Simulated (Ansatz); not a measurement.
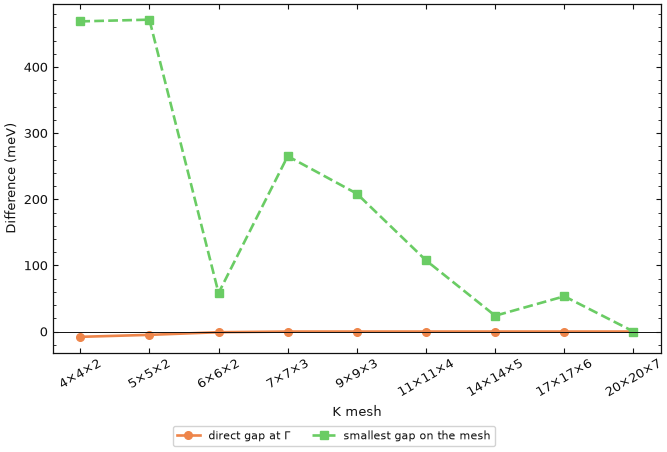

Gaps of BN, space group P1 (No. 1), 4 atoms in the cell, atoms moved at random, drawn with an rms of 0.05 Å (a = 2.50 Å, b = 2.50 Å, c = 6.64 Å, α = 90.00°, β = 90.00°, γ = 120.00°) as the k mesh is raised, all else fixed. The plot shows differences from the last run. Method: LDA, Ansatz PAW, no spin polarisation, no spin-orbit coupling, 420 eV cutoff, Methfessel-Paxton smearing of 0.05 eV (Ansatz 0.2.0).

> How well are these gaps converged with the k mesh?

The direct gap at Γ stays within 10 meV of the last run throughout. The smallest gap on the mesh also hangs on how near the points fall to the band edges: over the last three meshes it lies between 3.989 and 4.043 eV, so it isn't settled to 10 meV.

| k mesh | direct gap at Γ (eV) | smallest gap on the mesh (eV) |
| --- | --- | --- |
| 4×4×2 | 5.855 | 4.458 |
| 5×5×2 | 5.858 | 4.461 |
| 6×6×2 | 5.862 | 4.048 |
| 7×7×3 | 5.863 | 4.255 |
| 9×9×3 | 5.863 | 4.198 |
| 11×11×4 | 5.863 | 4.097 |
| 14×14×5 | 5.863 | 4.013 |
| 17×17×6 | 5.863 | 4.043 |
| 20×20×7 | 5.863 | 3.989 |

The PAW data sets were made with another functional. LDA, GGA and most meta-GGA functionals understate gaps.
